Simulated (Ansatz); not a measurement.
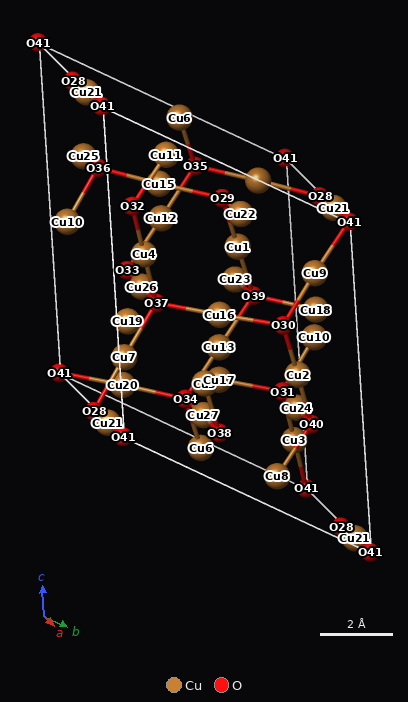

The structure (ball-and-stick view of the cell of the calculation, seen slightly off an axis; atoms are numbered from 1 in the order of the input). Near neighbours in the crystal (not all of them lie inside the picture): Cu has 2 O at 1.78 to 1.82 Å; O has 3 Cu at 1.78 Å; O has 4 Cu at 1.81 to 1.82 Å.

Run report: Cu₂₇O₁₄, single-point calculation (part 1 of 2)

The run: single-point calculation of Cu₂₇O₁₄ (defect cell, 41 atoms in the cell). Method and program: DFT, RPBE, plane waves, PAW, spin-polarised (Ansatz 0.2.0).

The structure derives from a Materials Project entry. Figures and captions count atoms from 1; the log counts them from 0 in places.

## Input
```yaml
crystal:
  lattice:
    - [4.1663105654, 4.1663105654, 4.1663105654]
    - [0.0, -8.3326211309, 4.1663105654]
    - [4.1663105654, 0.0, -8.3326211309]
  atoms:
    - { symbol: Cu, position: [0.5326384231, 0.6405313142, 0.7129596495] }
    - { symbol: Cu, position: [0.8230935815, 0.7843374366, 0.4315920288] }
    - { symbol: Cu, position: [0.1018823532, 0.9324207448, 0.1460557383] }
    - { symbol: Cu, position: [0.6830572056, 0.210174206, 0.5681727186] }
    - { symbol: Cu, position: [0.9622350395, 0.3583744254, 0.2827393325] }
    - { symbol: Cu, position: [0.2526068925, 0.502096072, 0.0012161006] }
    - { symbol: Cu, position: [0.5258615267, 0.1389791546, 0.2012600066] }
    - { symbol: Cu, position: [0.6761657418, 0.7082172253, 0.0694668882] }
    - { symbol: Cu, position: [0.9495944332, 0.8513935122, 0.7869506636] }
    - { symbol: Cu, position: [0.2592656214, 0.0039292884, 0.5127935376] }
    - { symbol: Cu, position: [0.8354674026, 0.2912829768, 0.9273986652] }
    - { symbol: Cu, position: [0.1092402344, 0.434552375, 0.6448970823] }
    - { symbol: Cu, position: [0.3925168893, 0.5711312876, 0.3569375742] }
    - { symbol: Cu, position: [0.3199844763, 0.796787934, 0.9266547232] }
    - { symbol: Cu, position: [0.4650526555, 0.3461244484, 0.7873600246] }
    - { symbol: Cu, position: [0.7462984228, 0.4931505981, 0.4963555267] }
    - { symbol: Cu, position: [0.0391678608, 0.6495701753, 0.2178952005] }
    - { symbol: Cu, position: [0.6195160399, 0.9284239873, 0.6398792726] }
    - { symbol: Cu, position: [0.8927321101, 0.0713596484, 0.3571715437] }
    - { symbol: Cu, position: [0.1653680274, 0.213971157, 0.0742433395] }
    - { symbol: Cu, position: [0.7299857156, 1.0023455587, 0.9949774257] }
    - { symbol: Cu, position: [0.8928019572, 0.5714806804, 0.8572454213] }
    - { symbol: Cu, position: [0.1757582088, 0.7094513398, 0.5689641064] }
    - { symbol: Cu, position: [0.4670664515, 0.8597293502, 0.2892320695] }
    - { symbol: Cu, position: [0.0546728075, 0.1403767383, 0.7191285973] }
    - { symbol: Cu, position: [0.318300319, 0.2828722202, 0.4250806393] }
    - { symbol: Cu, position: [0.6094263035, 0.4330520804, 0.1452069898] }
    - { symbol: O, position: [0.481804475, 0.0082880996, -0.0161524373], spin: 0.5 }
    - { symbol: O, position: [0.6366905307, 0.5632442416, 0.852783664] }
    - { symbol: O, position: [0.9271054072, 0.710618655, 0.575151202] }
    - { symbol: O, position: [0.2185470501, 0.8661014401, 0.2926138375] }
    - { symbol: O, position: [0.8016331494, 0.1439206246, 0.7140192825] }
    - { symbol: O, position: [0.069298169, 0.288027349, 0.4286881024] }
    - { symbol: O, position: [0.354518687, 0.4247487921, 0.1419230779] }
    - { symbol: O, position: [0.1488380416, 0.5796474771, 0.8615877799] }
    - { symbol: O, position: [0.3028812865, 0.1346606955, 0.730054955], spin: 0.5 }
    - { symbol: O, position: [0.5668588869, 0.2766261679, 0.4215809551] }
    - { symbol: O, position: [0.8582614486, 0.4321912335, 0.1392405862] }
    - { symbol: O, position: [0.430488817, 0.7175043121, 0.5719390101] }
    - { symbol: O, position: [0.7160972219, 0.8547100643, 0.2856645022] }
    - { symbol: O, position: [0.9830102775, -0.0013904572, 0.0002637158] }
  host:
    lattice:
      - [4.1663105654, 0.0, 0.0]
      - [0.0, 4.1663105654, 0.0]
      - [0.0, 0.0, 4.1663105654]
    atoms:
      - { symbol: Cu, position: [0.25, 0.25, 0.75] }
      - { symbol: Cu, position: [0.75, 0.25, 0.25] }
      - { symbol: Cu, position: [0.25, 0.75, 0.25] }
      - { symbol: Cu, position: [0.75, 0.75, 0.75] }
      - { symbol: O, position: [0.5, 0.5, 0.5] }
      - { symbol: O, position: [0.0, 0.0, 0.0] }
basis:
  xc_grid: 2
kpoints:
  mp_grid: { grid: [1, 1, 1], shift: [0.5, 0.5, 0.5] }
hamiltonian:
  xc: rpbe
scf:
  occupations: { method: fermi_dirac, width: 0.001 }
output:
  forces: true
  eigenvalues: true
magnetization:
  spin_polarized: true
```

Command:
```bash
ansatz run input.yaml --threads 4 --pin off --max-ram 8192MiB --backend cpu --events-out ev --progress --plain --runs-dir out
```

## What the program printed
```
Engine: ansatz 0.2.0, x86_64-unknown-linux-gnu
Pseudopotentials: kind: paw
Pseudopotential: Cu, paw, valence charge 19, recommended cutoff 420 eV (normal), Cu.paw.azcp
Pseudopotential: O, paw, valence charge 6, recommended cutoff 420 eV (normal), O.paw.azcp
Functional definition: RPBE
  parameter kappa = 0.804
  parameter beta = 0.06672455060314922
  exchange = rpbe_x(kappa = kappa, mu = beta*pi^2/3)
  correlation = pbe_c(beta = beta)
Crystal: 41 atoms, lattice volume = 506.236 Å³
Basis set: ecut = 420 eV, 9879 PW (Γ), exchange–correlation on 100×128×128 points (8 copies of the dense FFT grid, shifted against one another)
Bands: 359, of which v1, the nominal top of the filled ones, is band 299 counted from 1 (298 counted from 0)
Symmetry: 1 space group operations
Space group: P1 (ITA 1), of the structure as read, at distance tolerance 8.0e-5 Å
Magnetic group: BNS 1.1 (UNI 1), of the structure as read, at distance tolerance 8.0e-5 Å
k-points: 1
Non-local potential: Cu, projectors of the file, l = 0: 3, l = 1: 2, l = 2: 3, l = 3: 1
Non-local potential: O, projectors of the file, l = 0: 2, l = 1: 2, l = 2: 1
PAW form: soft (Blöchl's): semilocal exchange-correlation on the pseudo side does not see the compensation charge
PAW frozen core: Cu, regenerated for the run's functional, and the local potential with it (the file was generated under x = pbe(κ = 0.804, μ = 0.2195149727645171), c = pbe(β = 0.06672455060314922))
PAW frozen core: O, regenerated for the run's functional, and the local potential with it (the file was generated under x = pbe(κ = 0.804, μ = 0.2195149727645171), c = pbe(β = 0.06672455060314922))
PAW one-centre angular grid: Cu, 590 points (default); XC on 64 Gauss nodes
PAW one-centre angular grid: O, 110 points (default); XC on 64 Gauss nodes
Initial density: superposition of atomic densities (chi_scale 0.1, normalization cell, long waves kept (reshape's long-wave potential 0.24 eV rms))
Starting moments: Σ|m| = 1 μB on 2 of 41 sites
Initial wavefunctions: pseudopotential atomic-orbital guess
Functional: x = rpbe, c = pbe(β = 0.06672455060314922)
iter 1 solved again at ethr=2.25e-3 eV; its pass at ethr=3.10e-3 eV (dr2=1.34e1 eV) is discarded
SCF iter   1: F=—  HF=-186968.948270 eV  |F-HF|=—  |Δ(HF+E_count)|=         —  Δρ=3.53e-2 (↑3.44e-2 ↓3.53e-2)  dr2=1.35e1  dr2_m=2.64e-1  M=1.000 μB ∫|m|=1.131 μB  β_m=0.30  ethr=2.25e-3  ⟨swp⟩=1.0  Hψ=3190  notcnv=0
preconditioner: auto → Resta (q_TF=auto, 2.804 Å⁻¹)  ε∞=11.1  [insulator: Δε(μ)=0.062 eV  Ē_g=10.134 eV  σ=0.001 eV  W_gap=1.00  n_scr=194 (ndim 8)  ℏωp=32.2 eV  f_vac=0.021  D(μ)=0.00/eV (n_scr^D=0)  ε∞_Penn≈11.1]
spin=Collinear: Resta preconditioning applied to the charge; magnetization (m = ρ↑ − ρ↓) channel mixes plain (no charge-response kernel on spin).
SCF iter   2: F=—  HF=-186968.501136 eV  |F-HF|=—  |Δ(HF+E_count)|=   4.47e-1  Δρ=2.43e-2 (↑2.06e-2 ↓2.43e-2)  dr2=4.74e0  dr2_m=2.61e-1  M=1.000 μB ∫|m|=1.153 μB  β_m=0.30  ethr=2.25e-3  ⟨swp⟩=2.0  Hψ=1114  notcnv=0
SCF iter   3: F=—  HF=-186969.256036 eV  |F-HF|=—  |Δ(HF+E_count)|=   7.55e-1  Δρ=1.91e-2 (↑1.39e-2 ↓1.91e-2)  dr2=3.28e0  dr2_m=1.45e-1  M=1.000 μB ∫|m|=1.137 μB  β_m=0.30  ethr=7.94e-4  ⟨swp⟩=2.0  Hψ=1046  notcnv=0  defer=110
SCF iter   4: F=—  HF=-186969.147632 eV  |F-HF|=—  |Δ(HF+E_count)|=   1.08e-1  Δρ=9.26e-3 (↑6.55e-3 ↓9.26e-3)  dr2=7.24e-1  dr2_m=7.06e-2  M=1.000 μB ∫|m|=1.133 μB  β_m=0.30  ethr=5.50e-4  ⟨swp⟩=2.0  Hψ=871  notcnv=0  defer=110
SCF iter   5: F=—  HF=-186969.064551 eV  |F-HF|=—  |Δ(HF+E_count)|=   8.31e-2  Δρ=9.36e-3 (↑3.86e-3 ↓9.36e-3)  dr2=5.84e-1  dr2_m=9.17e-2  M=1.000 μB ∫|m|=1.149 μB  β_m=0.30  ethr=1.21e-4  ⟨swp⟩=2.0  Hψ=837  notcnv=0  defer=110
SCF iter   6: F=—  HF=-186969.022885 eV  |F-HF|=—  |Δ(HF+E_count)|=   4.17e-2  Δρ=6.35e-3 (↑3.49e-3 ↓6.35e-3)  dr2=2.44e-1  dr2_m=4.76e-2  M=1.000 μB ∫|m|=1.134 μB  β_m=0.30  ethr=9.78e-5  ⟨swp⟩=2.0  Hψ=879  notcnv=0  defer=110
SCF iter   7: F=—  HF=-186969.043246 eV  |F-HF|=—  |Δ(HF+E_count)|=   2.04e-2  Δρ=4.37e-3 (↑2.76e-3 ↓4.37e-3)  dr2=1.24e-1  dr2_m=2.67e-2  M=1.000 μB ∫|m|=1.140 μB  β_m=0.30  ethr=4.10e-5  ⟨swp⟩=2.0  Hψ=769  notcnv=0  defer=110
SCF iter   8: F=—  HF=-186969.053551 eV  |F-HF|=—  |Δ(HF+E_count)|=   1.03e-2  Δρ=2.67e-3 (↑2.14e-3 ↓2.67e-3)  dr2=5.25e-2  dr2_m=1.20e-2  M=1.000 μB ∫|m|=1.136 μB  β_m=0.30  ethr=2.08e-5  ⟨swp⟩=2.0  Hψ=633  notcnv=0  defer=110
Mixer restart at iter 8: flushing history
spin-set hold released at iteration 8 (site moments contracting): the magnetisation degrees of freedom join the quasi-Newton model from the next iteration; the mixer history was flushed
SCF iter   9: F=—  HF=-186969.063373 eV  |F-HF|=—  |Δ(HF+E_count)|=   9.82e-3  Δρ=1.87e-3 (↑1.87e-3 ↓1.63e-3)  dr2=2.13e-2  dr2_m=6.68e-3  M=1.000 μB ∫|m|=1.138 μB  β_m=0.49  ethr=8.79e-6  ⟨swp⟩=2.0  Hψ=885  notcnv=0  defer=110
SCF iter  10: F=—  HF=-186969.076312 eV  |F-HF|=—  |Δ(HF+E_count)|=   1.29e-2  Δρ=2.52e-3 (↑1.18e-3 ↓2.52e-3)  dr2=4.98e-2  dr2_m=6.28e-3  M=1.000 μB ∫|m|=1.145 μB  β_m=0.56  ethr=3.57e-6  ⟨swp⟩=2.0  Hψ=1071  notcnv=0  defer=110
SCF iter  11: F=—  HF=-186969.097705 eV  |F-HF|=—  |Δ(HF+E_count)|=   2.14e-2  Δρ=6.66e-3 (↑1.67e-3 ↓6.66e-3)  dr2=2.98e-1  dr2_m=3.49e-2  M=1.000 μB ∫|m|=1.152 μB  β_m=0.37  ethr=3.57e-6  ⟨swp⟩=3.0  Hψ=1224  notcnv=0  defer=110  recentre
SCF iter  12: F=—  HF=-186969.079150 eV  |F-HF|=—  |Δ(HF+E_count)|=   1.86e-2  Δρ=1.62e-3 (↑5.84e-4 ↓1.62e-3)  dr2=2.09e-2  dr2_m=2.46e-3  M=1.000 μB ∫|m|=1.147 μB  β_m=0.34  ethr=3.57e-6  ⟨swp⟩=3.0  Hψ=1215  notcnv=0  defer=110
SCF iter  13: F=—  HF=-186969.079029 eV  |F-HF|=—  |Δ(HF+E_count)|=   1.20e-4  Δρ=6.32e-4 (↑3.21e-4 ↓6.32e-4)  dr2=4.62e-3  dr2_m=3.56e-4  M=1.000 μB ∫|m|=1.147 μB  β_m=0.31  ethr=3.49e-6  ⟨swp⟩=2.0  Hψ=864  notcnv=0  defer=110
SCF iter  14: F=—  HF=-186969.078846 eV  |F-HF|=—  |Δ(HF+E_count)|=   1.83e-4  Δρ=5.30e-4 (↑1.98e-4 ↓5.30e-4)  dr2=2.58e-3  dr2_m=3.16e-4  M=1.000 μB ∫|m|=1.148 μB  β_m=0.66  ethr=7.74e-7  ⟨swp⟩=2.0  Hψ=760  notcnv=0  defer=110
SCF iter  15: F=—  HF=-186969.079624 eV  |F-HF|=—  |Δ(HF+E_count)|=   7.78e-4  Δρ=6.72e-4 (↑3.41e-4 ↓6.72e-4)  dr2=3.98e-3  dr2_m=2.34e-4  M=1.000 μB ∫|m|=1.148 μB  β_m=0.51  ethr=4.32e-7  ⟨swp⟩=3.0  Hψ=970  notcnv=0  defer=110
SCF iter  16: F=—  HF=-186969.079359 eV  |F-HF|=—  |Δ(HF+E_count)|=   2.65e-4  Δρ=5.05e-4 (↑1.13e-4 ↓5.05e-4)  dr2=1.66e-3  dr2_m=2.66e-4  M=1.000 μB ∫|m|=1.149 μB  β_m=0.51  ethr=4.32e-7  ⟨swp⟩=2.5  Hψ=1033  notcnv=0  defer=110
SCF iter  17: F=—  HF=-186969.079435 eV  |F-HF|=—  |Δ(HF+E_count)|=   7.62e-5  Δρ=7.38e-4 (↑1.01e-4 ↓7.38e-4)  dr2=3.51e-3  dr2_m=5.24e-4  M=1.000 μB ∫|m|=1.149 μB  β_m=0.64  ethr=2.78e-7  ⟨swp⟩=2.0  Hψ=760  notcnv=0  defer=110
SCF iter  18: F=—  HF=-186969.079467 eV  |F-HF|=—  |Δ(HF+E_count)|=   3.15e-5  Δρ=3.14e-4 (↑1.86e-4 ↓3.14e-4)  dr2=9.06e-4  dr2_m=4.56e-5  M=1.000 μB ∫|m|=1.148 μB  β_m=0.46  ethr=2.78e-7  ⟨swp⟩=2.5  Hψ=883  notcnv=0  defer=110
SCF iter  19: F=—  HF=-186969.079597 eV  |F-HF|=—  |Δ(HF+E_count)|=   1.30e-4  Δρ=6.57e-4 (↑9.63e-5 ↓6.57e-4)  dr2=2.74e-3  dr2_m=4.05e-4  M=1.000 μB ∫|m|=1.148 μB  β_m=0.31  ethr=1.52e-7  ⟨swp⟩=2.5  Hψ=1307  notcnv=0  defer=110  recentre
SCF iter  20: F=—  HF=-186969.079544 eV  |F-HF|=—  |Δ(HF+E_count)|=   5.31e-5  Δρ=1.62e-4 (↑2.73e-5 ↓1.62e-4)  dr2=1.62e-4  dr2_m=2.73e-5  M=1.000 μB ∫|m|=1.148 μB  β_m=0.29  ethr=1.52e-7  ⟨swp⟩=2.0  Hψ=750  notcnv=0  defer=110
SCF iter  21: F=—  HF=-186969.079428 eV  |F-HF|=—  |Δ(HF+E_count)|=   1.16e-4  Δρ=3.15e-5 (↑1.93e-5 ↓3.15e-5)  dr2=1.28e-5  dr2_m=5.44e-7  M=1.000 μB ∫|m|=1.148 μB  β_m=0.30  ethr=2.72e-8  ⟨swp⟩=2.0  Hψ=744  notcnv=0  defer=110
SCF iter  22: F=—  HF=-186969.079789 eV  |F-HF|=—  |Δ(HF+E_count)|=   3.61e-4  Δρ=4.90e-5 (↑1.75e-5 ↓4.90e-5)  dr2=1.80e-5  dr2_m=2.24e-6  M=1.000 μB ∫|m|=1.148 μB  β_m=0.30  ethr=2.14e-9  ⟨swp⟩=2.0  Hψ=1000  notcnv=0  defer=110
SCF iter  23: F=—  HF=-186969.079793 eV  |F-HF|=—  |Δ(HF+E_count)|=   3.59e-6  Δρ=3.12e-5 (↑1.36e-5 ↓3.12e-5)  dr2=7.12e-6  dr2_m=8.87e-7  M=1.000 μB ∫|m|=1.148 μB  β_m=0.30  ethr=2.14e-9  ⟨swp⟩=2.0  Hψ=976  notcnv=0  defer=110
SCF iter  24: F=—  HF=-186969.079794 eV  |F-HF|=—  |Δ(HF+E_count)|=   9.38e-7  Δρ=1.34e-5 (↑8.44e-6 ↓1.34e-5)  dr2=2.17e-6  dr2_m=6.91e-8  M=1.000 μB ∫|m|=1.148 μB  β_m=0.32  ethr=1.19e-9  ⟨swp⟩=2.0  Hψ=884  notcnv=0  defer=110
SCF iter  25: F=—  HF=-186969.079794 eV  |F-HF|=—  |Δ(HF+E_count)|=   1.87e-7  Δρ=1.45e-5 (↑5.53e-6 ↓1.45e-5)  dr2=1.82e-6  dr2_m=1.69e-7  M=1.000 μB ∫|m|=1.148 μB  β_m=0.33  ethr=3.63e-10  ⟨swp⟩=2.0  Hψ=881  notcnv=0  defer=110
SCF iter  26: F=—  HF=-186969.079794 eV  |F-HF|=—  |Δ(HF+E_count)|=   5.81e-8  Δρ=7.68e-6 (↑5.36e-6 ↓7.68e-6)  dr2=8.32e-7  dr2_m=2.02e-8  M=1.000 μB ∫|m|=1.148 μB  β_m=0.34  ethr=3.04e-10  ⟨swp⟩=2.0  Hψ=747  notcnv=0  defer=110
SCF iter  27: F=—  HF=-186969.079794 eV  |F-HF|=—  |Δ(HF+E_count)|=   1.76e-7  Δρ=1.74e-5 (↑4.48e-6 ↓1.74e-5)  dr2=2.11e-6  dr2_m=2.64e-7  M=1.000 μB ∫|m|=1.148 μB  β_m=0.28  ethr=1.39e-10  ⟨swp⟩=2.0  Hψ=1049  notcnv=0  defer=110  recentre
SCF iter  28: F=—  HF=-186969.079794 eV  |F-HF|=—  |Δ(HF+E_count)|=  7.57e-10  Δρ=1.16e-5 (↑3.50e-6 ↓1.16e-5)  dr2=1.12e-6  dr2_m=1.06e-7  M=1.000 μB ∫|m|=1.148 μB  β_m=0.22  ethr=1.39e-10  ⟨swp⟩=2.0  Hψ=1162  notcnv=0  defer=110
SCF iter  29: F=—  HF=-186969.079794 eV  |F-HF|=—  |Δ(HF+E_count)|=   8.94e-8  Δρ=7.65e-6 (↑1.91e-6 ↓7.65e-6)  dr2=3.98e-7  dr2_m=6.05e-8  M=1.000 μB ∫|m|=1.148 μB  β_m=0.19  ethr=1.39e-10  ⟨swp⟩=2.0  Hψ=927  notcnv=0  defer=110
SCF iter  30: F=—  HF=-186969.079794 eV  |F-HF|=—  |Δ(HF+E_count)|=   4.69e-9  Δρ=1.92e-6 (↑1.75e-6 ↓1.92e-6)  dr2=7.28e-8  dr2_m=3.21e-9  M=1.000 μB ∫|m|=1.148 μB  β_m=0.25  ethr=1.68e-11  ⟨swp⟩=7.0  Hψ=3086  notcnv=0
SCF iter  31: F=—  HF=-186969.079794 eV  |F-HF|=—  |Δ(HF+E_count)|=   1.09e-8  Δρ=2.09e-6 (↑1.30e-6 ↓2.09e-6)  dr2=5.52e-8  dr2_m=4.89e-9  M=1.000 μB ∫|m|=1.148 μB  β_m=0.33  ethr=1.22e-11  ⟨swp⟩=3.0  Hψ=1488  notcnv=0
SCF iter  32: F=—  HF=-186969.079794 eV  |F-HF|=—  |Δ(HF+E_count)|=   1.79e-8  Δρ=3.24e-6 (↑1.29e-6 ↓3.24e-6)  dr2=8.15e-8  dr2_m=7.75e-9  M=1.000 μB ∫|m|=1.148 μB  β_m=0.29  ethr=9.24e-12  ⟨swp⟩=3.0  Hψ=1602  notcnv=0
SCF iter  33: F=—  HF=-186969.079794 eV  |F-HF|=—  |Δ(HF+E_count)|=   5.68e-9  Δρ=1.45e-6 (↑8.69e-7 ↓1.45e-6)  dr2=2.32e-8  dr2_m=1.31e-9  M=1.000 μB ∫|m|=1.148 μB  β_m=0.30  ethr=9.24e-12  ⟨swp⟩=3.0  Hψ=1596  notcnv=0
SCF iter  34: F=—  HF=-186969.079794 eV  |F-HF|=—  |Δ(HF+E_count)|=   8.27e-9  Δρ=1.26e-6 (↑5.46e-7 ↓1.26e-6)  dr2=1.44e-8  dr2_m=9.04e-10  M=1.000 μB ∫|m|=1.148 μB  β_m=0.27  ethr=3.89e-12  ⟨swp⟩=3.0  Hψ=1596  notcnv=0
SCF iter  35: F=—  HF=-186969.079794 eV  |F-HF|=—  |Δ(HF+E_count)|=   1.28e-9  Δρ=7.69e-7 (↑2.04e-7 ↓7.69e-7)  dr2=3.94e-9  dr2_m=6.58e-10  M=1.000 μB ∫|m|=1.148 μB  β_m=0.27  ethr=2.42e-12  ⟨swp⟩=2.0  Hψ=1319  notcnv=0
SCF iter  36: F=-186969.079794 eV  HF=-186969.079794 eV  |F-HF|=2.36e-9  |Δ(HF+E_count)|=  2.62e-10  Δρ=7.07e-7 (↑1.38e-7 ↓7.07e-7)  dr2=3.22e-9  dr2_m=5.51e-10  M=1.000 μB ∫|m|=1.148 μB  ethr=1.00e-12  ⟨swp⟩=2.0  Hψ=1323  notcnv=0
SCF 1 converged in 36 iterations: F = -186969.079794 eV  dr2 = 3.22e-9
  greatest PAW one-centre occupation: 1.000 electrons in one spin orbital (limit 2), on the Cu atom at site 18 (counted from 0), in its partial waves of l = 0
```
